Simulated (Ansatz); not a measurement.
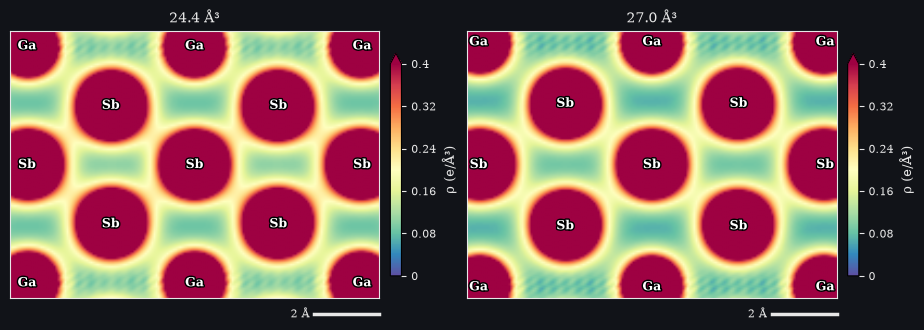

GaSb3. The valence charge density (pseudo) of cells scaled evenly to different volumes (given per atom above each panel), on the (101̄) plane of each (indices in the axes of the cell below), at one length scale and on one colour scale.

A structure from a database of computed crystals, not necessarily the ambient phase.

These are results of Kohn-Sham DFT of a periodic cell, LDA, Ansatz PAW (Ansatz), not measurements.

In a PAW calculation such maps are meaningful between the atoms, not at the nuclei.

The largest cell:

```
Sb Ga
1.0
     0.00000    3.77969    3.77969
     3.77969    0.00000    3.77969
     3.77969    3.77969    0.00000
Sb Ga
3 1
Cartesian
  3.7797 3.7797 3.7797
  5.6695 5.6695 5.6695
  1.8898 1.8898 1.8898
  0.0000 0.0000 0.0000
```

| volume (Å³/atom) | Ga–Sb contact in the plane (Å) | ρ at its midpoint (e/Å³) | pressure (GPa) | 
| --- | --- | --- | --- |
| 24.40 | 3.165 | 0.170 | −1.6 | 
| 25.44 | 3.209 | ? | ? | 
| 27.00 | 3.273 | 0.143 | −6.0 | 

### What values belong in the row with question marks?

Over the known rows ln ρ falls by 1.60 per Å of Ga–Sb distance (the line through the two), which gives 0.158 e/Å³ at 3.209 Å; the calculation gives 0.159 e/Å³. For the pressure, a straight line in volume between the neighbouring rows gives −3.4 GPa; the calculation gives −3.6.
